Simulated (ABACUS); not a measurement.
**Band-structure run of SiC (part 2 of 2)**

The same run, continued: SiC (2 atoms in the cell); Kohn-Sham DFT of a periodic cell, BLYP, SPMS ONCV 1.0 PBE, no spin polarisation (ABACUS 3.10.1); cutoff 1360.57 eV, 9×9×9 k-mesh, fermi-dirac of 0.05 eV. The structure derives from an entry of the Crystallography Open Database.

Geometry of the input (Å; fractional positions):
```
0.0000  2.1790  2.1790
2.1790  0.0000  2.1790
2.1790  2.1790  0.0000
Si 0.0000  0.0000  0.0000
C  0.2500  0.2500  0.2500
```

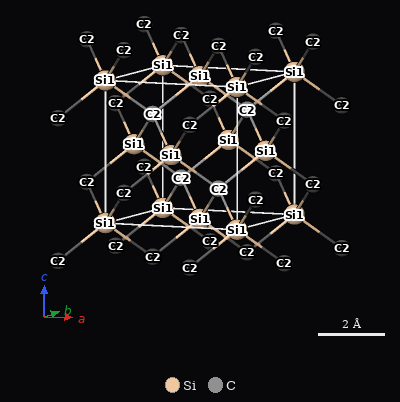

The structure (ball-and-stick view of the cell 4 times as large as that of the calculation, set on its symmetry axes, seen slightly off an axis; neighbours outside the cell are drawn fainter; atoms are numbered from 1 in the order of the input).

The program's output, continued
```
 SETUP SEARCHING RADIUS FOR PROGRAM TO SEARCH ADJACENT ATOMS
                  longest orb rcut (Bohr) = 7
   longest nonlocal projector rcut (Bohr) = 1.94
                     search radius (Bohr) = 17.9
              searching radius is (Bohr)) = 17.9
         searching radius unit is (Bohr)) = 1.89
                         PeriodicBoundary = 1
                        Radius(unit:lat0) = 9.46
                                   glayer = [ 5, 5, 5 ]
                             glayer_minus = [ 4, 4, 4 ]

Find the coordinate range of the input atom(unit:lat0).
                                  min_tau = [ -17.4, -17.4, -17.4 ]
                                  max_tau = [ 18.5, 18.5, 18.5 ]
                                BoxNumber = [ 9, 9, 9 ]

 SETUP EXTENDED REAL SPACE GRID FOR GRID INTEGRATION
                          real space grid = [ 40, 40, 40 ]
                 big cell numbers in grid = [ 8, 8, 8 ]
             meshcell numbers in big cell = [ 5, 5, 5 ]
                        extended fft grid = [ 12, 12, 12 ]
                dimension of extened grid = [ 33, 33, 33 ]
                            UnitCellTotal = 125
              Atom number in sub-FFT-grid = 2
    Local orbitals number in sub-FFT-grid = 26
                                ParaV.nnr = 13729
                                 init_chg = atomic

 LCAO ALGORITHM --------------- ION=   1  ELEC=   1--------------------------------

 Density error is 0.286677622021
----------------------------------------------------------
     Energy           Rydberg                 eV
----------------------------------------------------------
 E_KohnSham     -20.1655682912       -274.3666321678
 E_Harris       -19.0756224150       -259.5371577411
 E_Fermi        0.7525689291         10.2392255733
----------------------------------------------------------

 LCAO ALGORITHM --------------- ION=   1  ELEC=   2--------------------------------

 Density error is 0.120489306208
----------------------------------------------------------
     Energy           Rydberg                 eV
----------------------------------------------------------
 E_KohnSham     -20.3121629060       -276.3611542261
 E_Harris       -20.9353101297       -284.8395071608
 E_Fermi        0.8286213178         11.2739714067
----------------------------------------------------------

 LCAO ALGORITHM --------------- ION=   1  ELEC=   3--------------------------------

 Density error is 0.027520366568
----------------------------------------------------------
     Energy           Rydberg                 eV
----------------------------------------------------------
 E_KohnSham     -20.3305024695       -276.6106767879
 E_Harris       -20.3314092268       -276.6230138539
 E_Fermi        0.7989839839         10.8707347921
----------------------------------------------------------

 LCAO ALGORITHM --------------- ION=   1  ELEC=   4--------------------------------

 Density error is 0.00164225356429
----------------------------------------------------------
     Energy           Rydberg                 eV
----------------------------------------------------------
 E_KohnSham     -20.3305852179       -276.6118026382
 E_Harris       -20.3257541406       -276.5460724595
 E_Fermi        0.8017101082         10.9078256154
----------------------------------------------------------

 LCAO ALGORITHM --------------- ION=   1  ELEC=   5--------------------------------

 Density error is 0.000295204925626
----------------------------------------------------------
     Energy           Rydberg                 eV
----------------------------------------------------------
 E_KohnSham     -20.3305878838       -276.6118389101
 E_Harris       -20.3308987654       -276.6160686710
 E_Fermi        0.8018258578         10.9094004695
----------------------------------------------------------

 LCAO ALGORITHM --------------- ION=   1  ELEC=   6--------------------------------

 Density error is 1.48342103744e-05
----------------------------------------------------------
     Energy           Rydberg                 eV
----------------------------------------------------------
 E_KohnSham     -20.3305878995       -276.6118391232
 E_Harris       -20.3305705668       -276.6116032997
 E_Fermi        0.8018370860         10.9095532375
----------------------------------------------------------

 LCAO ALGORITHM --------------- ION=   1  ELEC=   7--------------------------------

 Density error is 1.16031083461e-06
----------------------------------------------------------
     Energy           Rydberg                 eV
----------------------------------------------------------
 E_KohnSham     -20.3305878995       -276.6118391236
 E_Harris       -20.3305878590       -276.6118385718
 E_Fermi        0.8018392551         10.9095827488
----------------------------------------------------------

 LCAO ALGORITHM --------------- ION=   1  ELEC=   8--------------------------------

 Density error is 2.15557809777e-07
----------------------------------------------------------
     Energy           Rydberg                 eV
----------------------------------------------------------
 E_KohnSham     -20.3305878995       -276.6118391236
 E_Harris       -20.3305886315       -276.6118490829
 E_Fermi        0.8018392271         10.9095823686
----------------------------------------------------------

 LCAO ALGORITHM --------------- ION=   1  ELEC=   9--------------------------------

 Density error is 1.63639270722e-08
----------------------------------------------------------
     Energy           Rydberg                 eV
----------------------------------------------------------
 E_KohnSham     -20.3305878995       -276.6118391236
 E_KS(sigma->0) -20.3305878995       -276.6118391235
 E_Harris       -20.3305878318       -276.6118382014
 E_band         2.4358743668         33.1417710010
 E_one_elec     5.6064505657         76.2796732487
 E_Hartree      2.3863408790         32.4678333248
 E_xc           -7.3921575880        -100.5754637106
 E_Ewald        -20.9312217562       -284.7838819862
 E_entropy(-TS) -0.0000000000        -0.0000000003
 E_descf        0.0000000000         0.0000000000
 E_exx          0.0000000000         0.0000000000
 E_Fermi        0.8018391790         10.9095817143
----------------------------------------------------------

 charge density convergence is achieved
 final etot is -276.61183912 eV
 EFERMI = 10.909581714 eV

 STATE ENERGY(eV) AND OCCUPATIONS    NSPIN == 1
 1/35 kpoint (Cartesian) = 0.0000 0.0000 0.0000 (617 pws)
       1       -5.24840     0.00274348
       2        9.98746     0.00274348
       3        9.98746     0.00274348
       4        9.98746     0.00274348
       5        17.2914    1.01584e-58
       6        17.3988    1.18430e-59
       7        17.3988    1.18430e-59
       8        17.3988    1.18430e-59
       9        24.7399        0.00000
      10        24.7399        0.00000
      11        27.7559        0.00000
      12        29.7121        0.00000
      13        29.7121        0.00000
      14        29.7121        0.00000

 2/35 kpoint (Cartesian) = 0.025496 0.025496 0.025496 (595 pws)
       1       -5.02656      0.0219479
       2        8.79907      0.0219479
       3        9.83331      0.0219479
       4        9.83331      0.0219479
       5        17.0697    6.84745e-56
       6        17.6962    2.47401e-61
       7        17.6962    2.47401e-61
       8        18.2437    4.34558e-66
       9        23.8819        0.00000
      10        23.8819        0.00000
      11        28.2727        0.00000
      12        29.5355        0.00000
      13        31.4176        0.00000
      14        31.4176        0.00000

 3/35 kpoint (Cartesian) = 0.050992 0.050992 0.050992 (585 pws)
       1       -4.35096      0.0219479
       2        6.39365      0.0219479
       3        9.48859      0.0219479
       4        9.48859      0.0219479
       5        16.4705    1.09717e-50
       6        18.0645    1.56377e-64
       7        18.0645    1.56377e-64
       8        19.8088    1.10585e-79
       9        23.3936        0.00000
      10        23.3936        0.00000
      11        27.7267        0.00000
      12        31.4582        0.00000
      13        33.9500        0.00000
      14        33.9500        0.00000

 4/35 kpoint (Cartesian) = 0.076488 0.076488 0.076488 (583 pws)
       1       -3.26571      0.0219479
       2        3.88373      0.0219479
       3        9.15067      0.0219479
       4        9.15067      0.0219479
       5        15.9634    2.78260e-46
       6        17.8071    2.69322e-62
       7        17.8071    2.69322e-62
       8        20.9517        0.00000
       9        24.6684        0.00000
      10        24.6684        0.00000
      11        27.4857        0.00000
      12        33.7090        0.00000
      13        34.0623        0.00000
      14        34.0623        0.00000

 5/35 kpoint (Cartesian) = 0.10198 0.10198 0.10198 (576 pws)
       1       -2.06662      0.0219479
       2        1.91561      0.0219479
       3        8.95383      0.0219479
       4        8.95383      0.0219479
       5        15.6964    5.80358e-44
       6        17.4557    3.03663e-59
       7        17.4557    3.03663e-59
       8        21.3173        0.00000
       9        26.9003        0.00000
      10        26.9003        0.00000
      11        28.0322        0.00000
      12        31.7467        0.00000
      13        31.7467        0.00000
      14        33.5626        0.00000

 6/35 kpoint (Cartesian) = 0.0000 0.0000 0.050992 (597 pws)
       1       -4.94974      0.0164609
       2        9.11913      0.0164609
       3        9.42427      0.0164609
       4        9.42427      0.0164609
       5        16.5943    6.90795e-52
       6        18.0193    2.89591e-64
       7        18.2665    2.06543e-66
       8        18.2665    2.06543e-66
       9        22.4429        0.00000
      10        25.1006        0.00000
      11        28.8683        0.00000
      12        30.2019        0.00000
      13        30.2019        0.00000
      14        32.3031        0.00000

[... levels at 29 further k points ...]

 correction force for each atom along direction 1 is 0.00500523
 correction force for each atom along direction 2 is -0.00460772
 correction force for each atom along direction 3 is -0.00662701
------------------------------------------------------------------------------------------
 TOTAL-FORCE (eV/Angstrom)
------------------------------------------------------------------------------------------
                       Si1         0.0000000000         0.0000000000         0.0000000000
                        C1         0.0000000000         0.0000000000         0.0000000000
------------------------------------------------------------------------------------------

----------------------------------------------------------------
 TOTAL-STRESS (KBAR)
----------------------------------------------------------------
       141.6771008581         0.0000000000        -0.0000000000
         0.0000000000       141.6771008581        -0.0000000000
        -0.0000000000        -0.0000000000       141.6771008581
----------------------------------------------------------------
 TOTAL-PRESSURE: 141.677101 KBAR

 --------------------------------------------
 !FINAL_ETOT_IS -276.6118391236092862 eV
 --------------------------------------------
```

Standard output
```
ABACUS v3.10.1

               Atomic-orbital Based Ab-initio Computation at UStc

 dft_functional readin is: GGA_X_B88+GGA_C_LYP
 dft_functional in pseudopot file is: PBE
 Please make sure this is what you need
 dft_functional readin is: GGA_X_B88+GGA_C_LYP
 dft_functional in pseudopot file is: PBE
 Please make sure this is what you need
 UNIFORM GRID DIM        : 40 * 40 * 40
 UNIFORM GRID DIM(BIG)   : 8 * 8 * 8
func,idGGA_X_B88 106
func,idGGA_C_LYP 131
 ---------------------------------------------------------
 Self-consistent calculations for electrons
 ---------------------------------------------------------
 SPIN    KPOINTS         PROCESSORS  THREADS     NBASE
 1       35              4           4           26
 ---------------------------------------------------------
 Use Systematically Improvable Atomic bases
 ---------------------------------------------------------
 ELEMENT ORBITALS        NBASE       NATOM       XC
 Si      2s2p1d-7au      13          1
 C       2s2p1d-6au      13          1
 ---------------------------------------------------------
 Initial plane wave basis and FFT box
 ---------------------------------------------------------
 -------------------------------------------
 SELF-CONSISTENT :
 -------------------------------------------
 START CHARGE      : atomic
 ITER       ETOT/eV          EDIFF/eV         DRHO     TIME/s
 GV1     -2.74366632e+02   0.00000000e+00   2.8668e-01   0.30
 GV2     -2.76361154e+02  -1.99452206e+00   1.2049e-01   0.31
 GV3     -2.76610677e+02  -2.49522562e-01   2.7520e-02   0.32
 GV4     -2.76611803e+02  -1.12585028e-03   1.6423e-03   0.28
 GV5     -2.76611839e+02  -3.62718793e-05   2.9520e-04   0.28
 GV6     -2.76611839e+02  -2.13094081e-07   1.4834e-05   0.28
 GV7     -2.76611839e+02  -4.13765999e-10   1.1603e-06   0.28
 GV8     -2.76611839e+02   1.40177733e-12   2.1556e-07   0.28
 GV9     -2.76611839e+02  -1.49845163e-12   1.6364e-08   0.28
----------------------------------------------------------------
 TOTAL-STRESS (KBAR)
----------------------------------------------------------------
       141.6771008581         0.0000000000        -0.0000000000
         0.0000000000       141.6771008581        -0.0000000000
        -0.0000000000        -0.0000000000       141.6771008581
----------------------------------------------------------------
 TOTAL-PRESSURE: 141.677101 KBAR
```

File mulliken.txt
```
 0
CALCULATE THE MULLIkEN ANALYSIS FOR EACH ATOM
 Total charge:	8
Decomposed Mulliken populations
0                             Zeta of Si              Spin 1
s                                      0              1.4103
s                                      1             -0.0264
SUM OVER M+Zeta                                       1.3839

pz                                     0              0.5068
px                                     0              0.4880
py                                     0              0.6009
SUM OVER M                                            1.5956
pz                                     1             -0.0933
px                                     1             -0.0054
py                                     1             -0.0229
SUM OVER M                                           -0.1216
SUM OVER M+Zeta                                       1.4740

dz^2                                   0              0.1479
dxz                                    0              0.1884
dyz                                    0              0.1907
dx^2-y^2                               0              0.0823
dxy                                    0              0.2384
SUM OVER M                                            0.8476
SUM OVER M+Zeta                                       0.8476

SUM OVER M+Zeta+L                                     3.7055

Total Charge on atom:                 Si              3.7055


1                              Zeta of C              Spin 1
s                                      0              1.5569
s                                      1              0.0162
SUM OVER M+Zeta                                       1.5730

pz                                     0              0.9013
px                                     0              0.8906
py                                     0              0.9345
SUM OVER M                                            2.7264
pz                                     1             -0.0516
px                                     1             -0.0338
py                                     1             -0.0006
SUM OVER M                                           -0.0860
SUM OVER M+Zeta                                       2.6404

dz^2                                   0              0.0161
dxz                                    0              0.0130
dyz                                    0              0.0178
dx^2-y^2                               0              0.0102
dxy                                    0              0.0239
SUM OVER M                                            0.0811
SUM OVER M+Zeta                                       0.0811

SUM OVER M+Zeta+L                                     4.2945

Total Charge on atom:                  C              4.2945
```

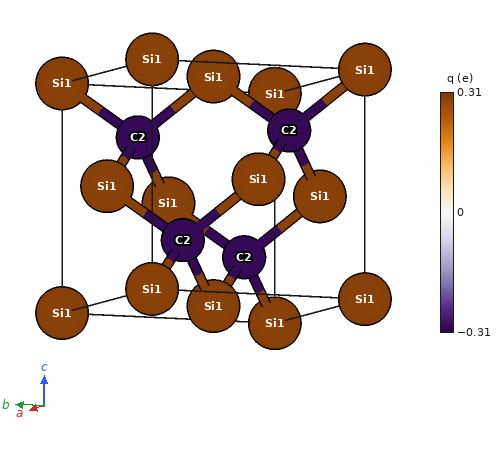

Mulliken charges, as the colour of each atom (ball-and-stick view of the cell 4 times as large as that of the calculation, set on its symmetry axes, seen at an oblique angle; atoms are numbered from 1 in the order of the input). By element: Si +0.29 and C −0.29 e.

Results in brief

| quantity | value |
| --- | --- |
| outcome | converged |
| space group (tolerance 0.01 Å) | F-43m (216) |
| electrons treated | 8 |
| free energy | −276.6118 eV |
| Fermi energy of the self-consistent step | 10.910 eV |
| gap on the k-point mesh | 1.85 eV |
| pressure | 14.17 GPa |
| largest force (length of the vector) | under 0.001 eV/Å |
| hardware | 4 threads of Intel Xeon (Sapphire Rapids), 16 GiB of memory available, shared host |
| wall time | 4 s (CPU time 14 s) |
| peak memory | 0.36 GiB |

Remarks

Points of doubt noted for this run: home made orbitals. The cell is under a pressure of 14.2 GPa at this level, so it is not at its equilibrium volume.
